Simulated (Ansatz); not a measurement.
Given this structure:

```
CELL_PARAMETERS angstrom
3.13866 0.00000 0.00000
-1.56933 2.71816 0.00000
0.00000 0.00000 21.98905
ATOMIC_POSITIONS crystal
Ru 0.00000 0.00000 0.00022
S 0.33333 0.66667 0.26353
S 0.66667 0.33333 0.07024
Ru 0.66667 0.33333 0.33356
S 0.00000 0.00000 0.59687
S 0.33333 0.66667 0.40358
Ru 0.33333 0.66667 0.66689
S 0.66667 0.33333 0.93020
S 0.00000 0.00000 0.73691
```

**What does this file describe?**

The stoichiometry is RuS2. Symmetry: R3m (No. 160), rhombohedral (trigonal R) lattice. Atoms per cell: 9 (3 Ru, 6 S). Ru bonds to six S in a trigonal prismatic arrangement at 2.38 Å. S bonds to three Ru in a trigonal pyramidal arrangement at 2.38 Å. Not all metal-metal contacts are counted. The bonds build RuS2 layers parallel to (001).

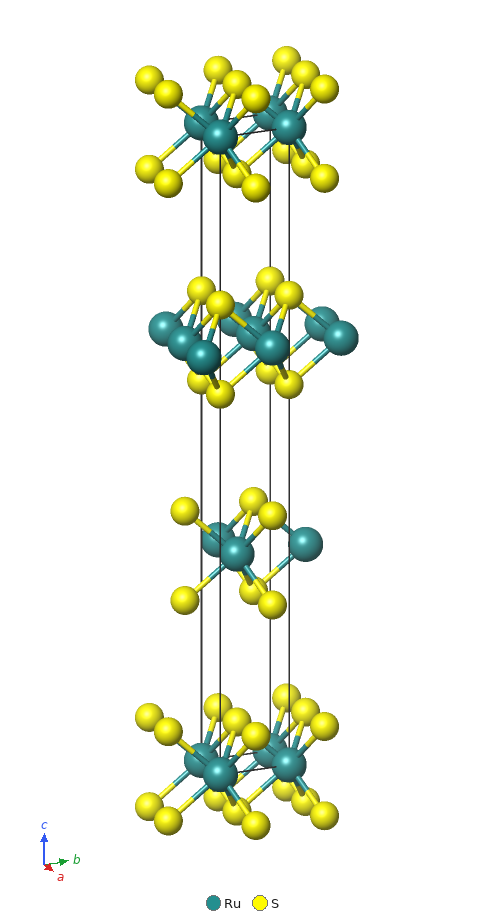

Drawn in the ball-and-stick manner and seen slightly off an axis. The parallelepiped is the conventional unit cell. Atoms just outside the outline that bond to atoms inside are added.

Its origin is a structure listed in the Materials Project, with elements exchanged, so it need not be a known form of the compound. Earlier steps of the study may have refined or changed the cell and positions. It was set up as input for a calculation with Ansatz.
